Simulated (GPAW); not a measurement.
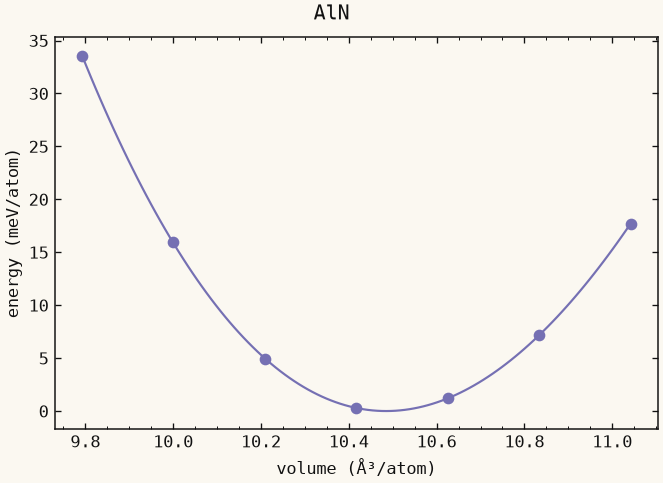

The plot gives the computed energy against volume for AlN, space group F-43m (No. 216).

The given structure:
```yaml
crystal:
  lattice:
    - [0.00000, 2.18399, 2.18399]
    - [2.18399, 0.00000, 2.18399]
    - [2.18399, 2.18399, 0.00000]
  atoms:
    - { symbol: Al, position: [0.00000, 0.00000, 0.00000] }
    - { symbol: N, position: [0.75000, 0.75000, 0.75000] }
```

Computed with GPAW 26.7.0: PAW DFT in plane waves, on a grid or in atomic orbitals, no spin polarisation; energies at scaled volumes of the given cell, shape and fractions fixed, counted from the fit's minimum, third-order Birch-Murnaghan fit. Level: BP86 with D3.

```
         setting                                                value
          k mesh                                             10×10×10
     occupations                                          Fermi–Dirac
  smearing width                                              0.05 eV
      potentials  PAW data sets made by gpaw setup for the functional
     wave cutoff                                               800 eV
program settings                                             basis pw
```

From this curve and the settings, what does the calculation give for the pressure at the same points?

The pressure falls from 15.73 GPa at volume 9.79 Å³/atom to −10.41 GPa at 11.04 Å³/atom, and changes sign near 10.45 Å³/atom.

```json
{"volume (Å³/atom)": "9.79", "pressure (GPa)": "15.73"}
{"volume (Å³/atom)": "10.00", "pressure (GPa)": "10.20"}
{"volume (Å³/atom)": "10.21", "pressure (GPa)": "5.21"}
{"volume (Å³/atom)": "10.42", "pressure (GPa)": "0.69"}
{"volume (Å³/atom)": "10.63", "pressure (GPa)": "-3.40"}
{"volume (Å³/atom)": "10.83", "pressure (GPa)": "-7.09"}
{"volume (Å³/atom)": "11.04", "pressure (GPa)": "-10.41"}
```
